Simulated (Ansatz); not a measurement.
**Geometry relaxation, with input and output: MoS₂ (part 3 of 3)**

The same run, continued: MoS₂ (slab, 9 atoms in the cell); DFT PBEsol, scalar-relativistic, plane waves, PAW, no spin polarisation (Ansatz 0.2.0); cutoff 420 eV, 10×5×1 k-mesh, Gaussian smearing of 0.1 eV. The structure derives from an entry of the Crystallography Open Database. The input holds or restrains some coordinates. Forces given for the steps count only the free coordinates. It belongs to a series of runs on one base structure; here: clean slab, lower half held.

Geometry of the input (Å; fractional positions):
```
3.1204  0.0000  0.0000
-1.5602  6.1523  0.0000
0.0000  0.0000  23.6598
S  0.8927  0.7854  0.3593
Mo 0.5322  0.0643  0.3870
S  0.1716  0.3432  0.4148
S  0.4249  0.8498  0.4722
Mo 0.0643  0.1286  0.5000
S  0.7037  0.4075  0.5278
S  0.9570  0.9141  0.5852
Mo 0.5965  0.1929  0.6130
S  0.2359  0.4718  0.6407
```

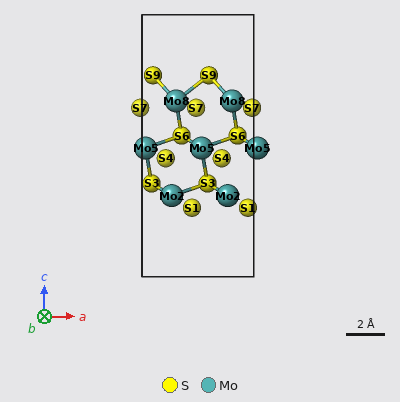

Fig. 1: The geometry at step 5 of the log (ball-and-stick view of the 2 × 1 repeat of the cell, with the vacuum cut short, along the b axis; atoms are numbered from 1 in the order of the input).

```
WARN: The output density's exchange-correlation potential varies sharply where the density is thin. Do not read a vacuum level from v_tot or v_xc, or from such a field of the output density. On a cell that repeats whose density bears no net charge and no dipole along the vacuum's axis use v_es (v_loc + v_h of the components); under efield.dipole_correction with no amplitude use v_es + v_field, which holds any external_charges[].barrier, or the levels of the report's work_function block, which leave it out; under a non-zero efield.amplitude the vacuum is tilted and has no level; on a cell that repeats and bears such a dipole with no correction it is tilted too, and efield.dipole_correction with no amplitude gives each side of its ramp a level where efield: is served; in a cell that repeats whose density bears a net charge (total_charge, or a fill off its count) it is curved and has none; of a slab under crystal.periodic whose density bears no net charge use v_es, which has a level on each side, short of where the two are joined; of another it falls or rises all the way out and has none; of a slab beside external_charges read slab_vacuum_level instead, which it has where they leave it neutral. The grid or the basis barely resolves most such structure, and the values can differ between equally converged runs; as a rule a tighter scf.convergence.dr2_threshold does not remove it. Where the density itself ripples (under the LDA too) a higher basis.ecutwfc lessens it. The files hold the spikes' plane waves up to the density's cutoff. Files: v_tot_of_output_density and the like, and their columns of v_z.tsv (output.write_potential); v_xc_of_output_density and the like, and their columns of v_comp_z.tsv (output.write_potential_components). Measured: with its Gaussian average of σ = 0.25 Å subtracted twice, the exchange-correlation potential is over 0.1 eV at 298 of the grid points where the equally averaged density (valence and model cores) is under 1e-3 e/Å³, and 0.276 eV at the most among them, at an averaged density of 9.8e-4 e/Å³. The input density's (outcome.potential() and, of a run that writes arrays, v_tot and v_xc) is over 0.1 eV, so measured, at 299 points of its own thin density, 0.276 eV at the most. See output.write_potential in the manual, Limitations
SCF converged after 7 iterations
Free energy (F): -20006.318679 eV
Harris-Foulkes:  -20006.318679 eV  (|F-HF|=1.88e-8)
Internal energy: -20006.294975 eV  (E = F + TS)
E sigma→0 (E₀):  -20006.306827 eV
Entropy (-TS):   -0.023704 eV (-2.634 meV/atom)
Fermi energy:    0.457168 eV
Dipole field:    D = -0.025949 V/Å  (p = -0.065135 e·Å, saw-weighted, corrected)
Work function:   Φ+ = 5.5842 eV   Φ− = 4.9703 eV
Levels:          The Fermi level and band energies are counted from a zero that moves with the ramp; work functions are not
--- Per-component energies (eV) ---
  E_band       = -1272.261240
  E_kinetic    = 1962.532964
  E_local      = -55197.783462  (includes V_loc(G=0)·N_el)
  E_nonlocal   = 606.846711
  E_hartree    = 26513.793912
  E_xc         = -1121.592408
  E_vxc        = -1206.392579  (∫ρ·V_xc dr)
  E_paw        = -12936.310704  (= ΣΔE_a)
  E_vpaw       = -465.057548  (= ΣTr[D̂ρ^β])
  E_aug_tail   = 0.000115  (compensation charges beyond the density's cutoff)
  E_efield     = 0.000845  (sawtooth field / dipole correction)
  E_vefield    = 0.005793  (∫n·V_field dr)
  E_ewald      = 20165.217460
  E_core_change = 0.999594  (= ΣΔE_core)
  E_smearing   = -0.023704  (= −TS)
  E_closure    = 0.000000  (closes the sum)
  Σ components = -20006.318679   (vs F -20006.318679, Δ=0.00e0)
--- Forces (eV/Å), atoms counted from 1 ---
  atom   1  S      0.00027808     1.48257899    -0.57549003
  atom   2  Mo    -0.00056265    -2.70777851     2.97776912
  atom   3  S      0.00006138     0.88972709    -1.29509331
  atom   4  S      0.00021764     0.32615656    -1.11901858
  atom   5  Mo    -0.00003670     0.00441924     0.00575402
  atom   6  S     -0.00002433     0.00316700     0.00728122
  atom   7  S      0.00000883     0.00272961     0.00113764
  atom   8  Mo     0.00006302    -0.00110712    -0.00324371
  atom   9  S     -0.00000469     0.00010392     0.00088681
  max |Σ_I F_I| component: 1.68e-5 eV/Å
--- Band table (eV; the first three rows and the last of 26) ---
  k-point 0: bands = ["-61.1316", "-60.9596", "-60.7763", "-35.4239", "-35.2705", "-35.1566", "-35.1355", "-35.1333", "-34.9263", "-34.9133", "-34.8827", "-34.8355", "-14.3149", "-13.2700", "-12.9824", "-12.9479", "-12.0175", "-11.8095", "-6.1859", "-5.7116", "-5.2270", "-4.8103", "-4.2432", "-3.7324", "-3.4025", "-3.3035", "-3.1039", "-3.0733", "-2.7899", "-2.1660", "-1.8011", "-1.5007", "-1.3200", "-1.2723", "-1.1389", "-0.9069", "-0.5121", "-0.3450", "-0.2134", "0.0420", "0.5999", "1.4824", "1.7299", "1.8554", "2.5227", "2.5432", "2.8009", "3.7039"]
  k-point 1: bands = ["-61.1316", "-60.9596", "-60.7763", "-35.4239", "-35.2705", "-35.1566", "-35.1355", "-35.1334", "-34.9263", "-34.9133", "-34.8827", "-34.8355", "-14.2284", "-13.2531", "-13.0594", "-12.9662", "-12.0496", "-11.8560", "-5.9364", "-5.8182", "-5.1480", "-4.6757", "-4.3001", "-3.7025", "-3.4017", "-3.2763", "-3.2451", "-3.0656", "-2.7780", "-2.2447", "-1.8640", "-1.6332", "-1.5478", "-1.3418", "-1.1688", "-0.5865", "-0.5436", "-0.3837", "-0.1469", "0.0950", "0.5497", "1.4782", "1.7549", "1.8131", "2.4851", "2.4985", "2.7534", "3.8195"]
  k-point 2: bands = ["-61.1316", "-60.9596", "-60.7763", "-35.4239", "-35.2705", "-35.1567", "-35.1355", "-35.1334", "-34.9263", "-34.9133", "-34.8827", "-34.8355", "-14.0248", "-13.4146", "-13.0797", "-12.9629", "-12.1185", "-11.9222", "-5.9600", "-5.3480", "-4.9981", "-4.6009", "-4.4096", "-3.7508", "-3.5044", "-3.3808", "-3.2310", "-3.0511", "-2.7585", "-2.5039", "-2.0237", "-1.6892", "-1.5791", "-1.3831", "-1.1736", "-0.6004", "-0.4897", "-0.4390", "-0.1062", "0.3080", "0.4785", "1.4074", "1.7536", "1.8122", "2.3512", "2.4646", "2.7056", "3.9910"]
  k-point 25: bands = ["-61.1066", "-60.9337", "-60.7533", "-35.4605", "-35.3884", "-35.2457", "-35.2405", "-35.1183", "-35.1059", "-35.0297", "-34.9265", "-34.8669", "-12.8066", "-12.5712", "-12.3477", "-12.1990", "-11.3925", "-11.3523", "-6.2260", "-6.0841", "-5.3390", "-5.0304", "-4.6465", "-4.2153", "-4.0644", "-3.9021", "-3.7193", "-3.6121", "-3.3391", "-3.1132", "-2.9668", "-2.6801", "-2.4400", "-2.0813", "-1.7647", "-1.3400", "-0.6370", "-0.1126", "0.8095", "1.0589", "1.2144", "1.7494", "2.1258", "2.3512", "2.4468", "2.5994", "2.7681", "3.3928"]
--- Relaxed structure (9 steps of the walk, 9 accepted, 0 SCFs on fresh bases) ---
  F+E_penalty+E_count = -20006.31867920 eV   max|allowed force component| = 7.281e-3 eV/Å
  atoms:
    - { symbol: S, position: [0.8927216588000002, 0.7854433176000002, 0.35925944600000004] }
    - { symbol: Mo, position: [0.53215539295, 0.06431078590000001, 0.38701376360000006] }
    - { symbol: S, position: [0.17158912715000008, 0.3431782543000001, 0.4147680811000001] }
    - { symbol: S, position: [0.42487705175000007, 0.8497541035000001, 0.4722456824000001] }
    - { symbol: Mo, position: [0.06342832474571959, 0.12684294619562117, 0.4945845116088948] }
    - { symbol: S, position: [0.7047428137814604, 0.4094654182027962, 0.5272961341424044] }
    - { symbol: S, position: [0.9628665712323867, 0.9257405870787915, 0.5868775573476008] }
    - { symbol: Mo, position: [0.6028601763452782, 0.20572214012082796, 0.6060976629117425] }
    - { symbol: S, position: [0.17301611131167674, 0.3460381649487602, 0.6693763688128445] }
```

### Trajectory as extended XYZ (Å, eV, eV/Å), 9 frames, from step=1 to step=9
```
9
Lattice="3.1204 0.0000 0.0000 -1.5602 6.1523 0.0000 0.0000 0.0000 23.6598" Properties=species:S:1:pos:R:3:forces:R:3 step=1 energy=-20005.15930
S     1.5602    4.8323    8.5000   -0.0001   1.6134  -0.4956
Mo    1.5602    0.3957    9.1567    0.0006  -2.4924   2.6821
S     0.0000    2.1113    9.8133   -0.0002   0.1042  -0.8624
S     0.0000    5.2280   11.1732   -0.0003   0.6468  -1.0333
Mo    0.0000    0.7913   11.8299    0.0000   0.0000   0.0000
S     1.5602    2.5070   12.4866    0.0003  -0.6468   1.0333
S     1.5602    5.6236   13.8465    0.0002  -0.1042   0.8624
Mo    1.5602    1.1870   14.5031   -0.0006   2.4924  -2.6821
S     0.0000    2.9027   15.1598    0.0001  -1.6134   0.4956
9
Lattice="3.1204 0.0000 0.0000 -1.5602 6.1523 0.0000 0.0000 0.0000 23.6598" Properties=species:S:1:pos:R:3:forces:R:3 step=2 energy=-20005.84902
S     1.5602    4.8323    8.5000    0.0000   1.6635  -0.5763
Mo    1.5602    0.3957    9.1567    0.0003  -2.6251   2.8311
S     0.0000    2.1113    9.8133   -0.0001   0.2254  -0.9175
S     0.0000    5.2280   11.1732   -0.0001   0.7988  -0.8697
Mo    0.0000    0.7895   11.8378    0.0000  -0.3925  -0.3454
S     1.5602    2.5214   12.4634   -0.0001   0.1452  -0.1200
S     1.5602    5.6386   13.8957    0.0000   0.3987   0.5334
Mo    1.5602    1.2814   14.3328    0.0000   0.6216  -1.1293
S     0.0000    2.8084   15.2287    0.0000  -0.8379   0.5976
9
Lattice="3.1204 0.0000 0.0000 -1.5602 6.1523 0.0000 0.0000 0.0000 23.6598" Properties=species:S:1:pos:R:3:forces:R:3 step=3 energy=-20006.12927
S     1.5602    4.8323    8.5000    0.0000   1.6649  -0.6533
Mo    1.5602    0.3957    9.1567    0.0002  -2.7004   3.0279
S     0.0000    2.1113    9.8133   -0.0001   0.2957  -1.2075
S     0.0000    5.2280   11.1732   -0.0001   0.4301  -0.9150
Mo    0.0000    0.7631   11.7980   -0.0001   0.1111  -0.6560
S     1.5602    2.5514   12.3590    0.0001   0.3157  -0.3888
S     1.5602    5.7128   13.9463    0.0000   0.2466  -0.0396
Mo    1.5602    1.3548   14.2016    0.0000   0.2458   0.8934
S     0.0000    2.6840   15.3788   -0.0001  -0.6103  -0.0595
9
Lattice="3.1204 0.0000 0.0000 -1.5602 6.1523 0.0000 0.0000 0.0000 23.6598" Properties=species:S:1:pos:R:3:forces:R:3 step=4 energy=-20006.21325
S     1.5602    4.8323    8.5000    0.0000   1.6395  -0.6424
Mo    1.5602    0.3957    9.1567    0.0003  -2.7001   3.0950
S     0.0000    2.1113    9.8133   -0.0001   0.4853  -1.3213
S     0.0000    5.2280   11.1732   -0.0001   0.5756  -0.9669
Mo    0.0000    0.7803   11.7756   -0.0001   0.0666  -0.6993
S     1.5602    2.5789   12.3850    0.0001   0.0069  -0.2428
S     1.5602    5.7083   13.8934    0.0000   0.0965   0.1345
Mo    1.5602    1.3314   14.2124    0.0000   0.0977   0.5859
S     0.0000    2.5205   15.4939    0.0000  -0.2671   0.0588
9
Lattice="3.1204 0.0000 0.0000 -1.5602 6.1523 0.0000 0.0000 0.0000 23.6598" Properties=species:S:1:pos:R:3:forces:R:3 step=5 energy=-20006.29111
S     1.5602    4.8323    8.5000    0.0000   1.5524  -0.6082
Mo    1.5602    0.3957    9.1567    0.0000  -2.7371   3.0450
S     0.0000    2.1113    9.8133    0.0000   0.7281  -1.3575
S     0.0000    5.2280   11.1732   -0.0001   0.3922  -1.0457
Mo    0.0000    0.7774   11.7251    0.0001   0.1221  -0.2426
S     1.5602    2.5571   12.4018   -0.0001   0.0280  -0.0554
S     1.5602    5.7494   13.9046   -0.0001   0.0327   0.0814
Mo    1.5602    1.3535   14.2738    0.0002   0.1334   0.2767
S     0.0000    2.4158   15.6594    0.0000  -0.2507  -0.0943
9
Lattice="3.1204 0.0000 0.0000 -1.5602 6.1523 0.0000 0.0000 0.0000 23.6598" Properties=species:S:1:pos:R:3:forces:R:3 step=6 energy=-20006.31367
S     1.5602    4.8323    8.5000    0.0002   1.4821  -0.5824
Mo    1.5602    0.3957    9.1567   -0.0005  -2.7223   2.9529
S     0.0000    2.1113    9.8133    0.0000   0.9337  -1.4422
S     0.0000    5.2280   11.1732    0.0000   0.3615  -1.0912
Mo    0.0000    0.7836   11.6922    0.0003   0.0199   0.1392
S     1.5602    2.5474   12.4302    0.0000  -0.0071  -0.0456
S     1.5602    5.7492   13.9057   -0.0001   0.0162  -0.0395
Mo    1.5602    1.3359   14.3102    0.0001  -0.0777   0.0794
S     0.0000    2.2584   15.7710    0.0000  -0.0062   0.0289
9
Lattice="3.1204 0.0000 0.0000 -1.5602 6.1523 0.0000 0.0000 0.0000 23.6598" Properties=species:S:1:pos:R:3:forces:R:3 step=7 energy=-20006.31621
S     1.5602    4.8323    8.5000    0.0003   1.4937  -0.5680
Mo    1.5602    0.3957    9.1567   -0.0005  -2.7063   2.9954
S     0.0000    2.1113    9.8133    0.0001   0.8670  -1.2615
S     0.0000    5.2280   11.1732    0.0005   0.3996  -1.0839
Mo    0.0001    0.7851   11.7131   -0.0007  -0.0605  -0.1847
S     1.5602    2.5190   12.4747    0.0001   0.0821   0.0575
S     1.5602    5.7098   13.8784    0.0002  -0.0686   0.1171
Mo    1.5602    1.2763   14.3477    0.0000   0.0101  -0.0302
S     0.0000    2.1339   15.8515    0.0000  -0.0172  -0.0417
9
Lattice="3.1204 0.0000 0.0000 -1.5602 6.1523 0.0000 0.0000 0.0000 23.6598" Properties=species:S:1:pos:R:3:forces:R:3 step=8 energy=-20006.31836
S     1.5602    4.8323    8.5000    0.0003   1.4872  -0.5749
Mo    1.5602    0.3957    9.1567   -0.0005  -2.7118   2.9869
S     0.0000    2.1113    9.8133    0.0000   0.8824  -1.2641
S     0.0000    5.2280   11.1732    0.0002   0.3499  -1.1119
Mo    0.0000    0.7815   11.7046    0.0002  -0.0222  -0.0016
S     1.5602    2.5182   12.4857   -0.0001  -0.0057  -0.0359
S     1.5602    5.6873   13.8884   -0.0002  -0.0135  -0.0398
Mo    1.5602    1.2547   14.3419    0.0001   0.0460   0.0509
S     0.0000    2.1200   15.8395    0.0000  -0.0124  -0.0097
9
Lattice="3.1204 0.0000 0.0000 -1.5602 6.1523 0.0000 0.0000 0.0000 23.6598" Properties=species:S:1:pos:R:3:forces:R:3 step=9 energy=-20006.31868
S     1.5602    4.8323    8.5000    0.0003   1.4826  -0.5755
Mo    1.5602    0.3957    9.1567   -0.0006  -2.7078   2.9778
S     0.0000    2.1113    9.8133    0.0001   0.8897  -1.2951
S     0.0000    5.2280   11.1732    0.0002   0.3262  -1.1190
Mo    0.0000    0.7804   11.7018    0.0000   0.0044   0.0058
S     1.5602    2.5192   12.4757    0.0000   0.0032   0.0073
S     1.5602    5.6955   13.8854    0.0000   0.0027   0.0011
Mo    1.5602    1.2657   14.3401    0.0001  -0.0011  -0.0032
S     0.0000    2.1289   15.8373    0.0000   0.0001   0.0009
```

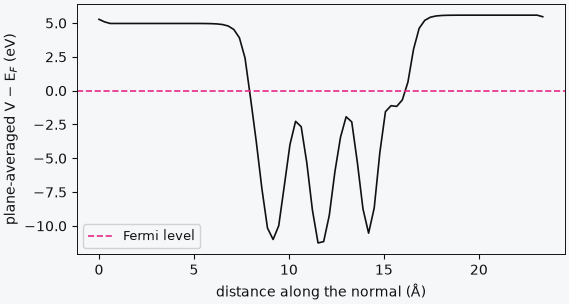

Fig. 2: Plane average of the electrostatic potential energy of an electron across the cell, from the Fermi level. The vacuum level lies 5.58 eV above the Fermi level on the upper side and 4.97 eV on the lower.

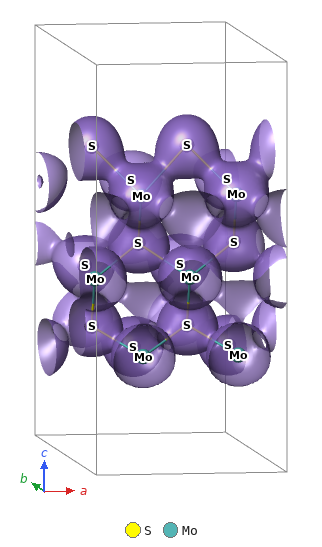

Fig. 3: Isosurface of the valence charge density (pseudo) at 0.5 e/Å³ (purple), seen slightly off an axis. Sticks mark near contacts. At this value the density is joined into chains; it holds about 70 % of the electrons treated as valence (semicore included). On the grid the lowest density along these lines, outside the cores, is 0.82 e/Å³ (Mo–S, 2.25 Å), 0.69 e/Å³ (Mo–S, 2.31 Å), 0.64 e/Å³ (Mo–S, 2.37 Å) and 0.59 e/Å³ (Mo–S, 2.41 Å). In a PAW calculation such maps are meaningful between the atoms, not at the nuclei.

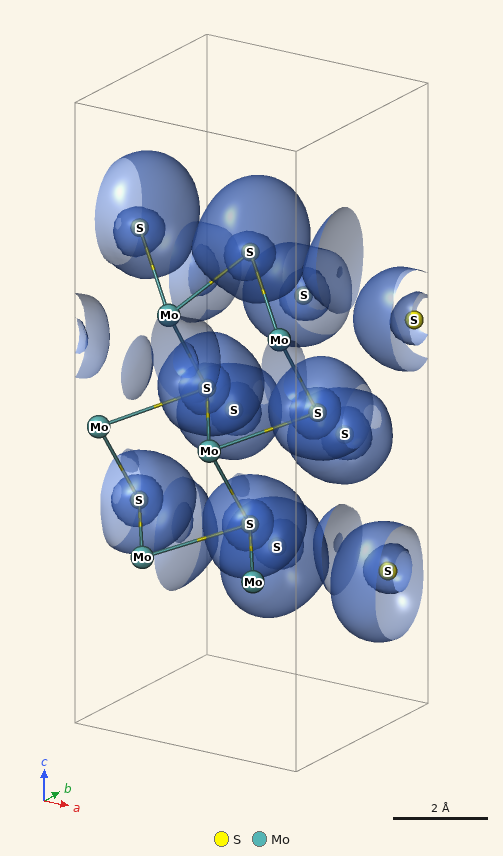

Fig. 4: Isosurface of the ELF at 0.7 (blue), seen at an oblique angle. Only the valence region is drawn (cores and ρ < 0.01 e/Å³ removed). Sticks mark near contacts. Profiles from the grid: Mo–S (2.25 Å): the ELF is about 0.50 at the midpoint. Mo–S (2.31 Å): the ELF is about 0.40 at the midpoint.

### Summary

| quantity | value |
| --- | --- |
| outcome | converged under the restraints of the input |
| electrons treated | 78 |
| free energy | −20006.3187 eV |
| work function, top face | 5.58 eV |
| work function, bottom face | 4.97 eV |
| Fermi energy | 0.457 eV |
| gap on the k-point mesh | none (metallic) |
| final volume | 454.21 Å³ |
| work function (upper face) | 5.58 eV |
| largest force (length of the vector) at the end, held atoms and coordinates included | 4.025 eV/Å |
| wall time | 97 s (CPU time 3.2 min) |
| peak memory | 0.93 GiB |

### Remarks

The program warns: the k-point mesh lowers the symmetry that the run can use; the exchange-correlation potential is rough where the density is thin.
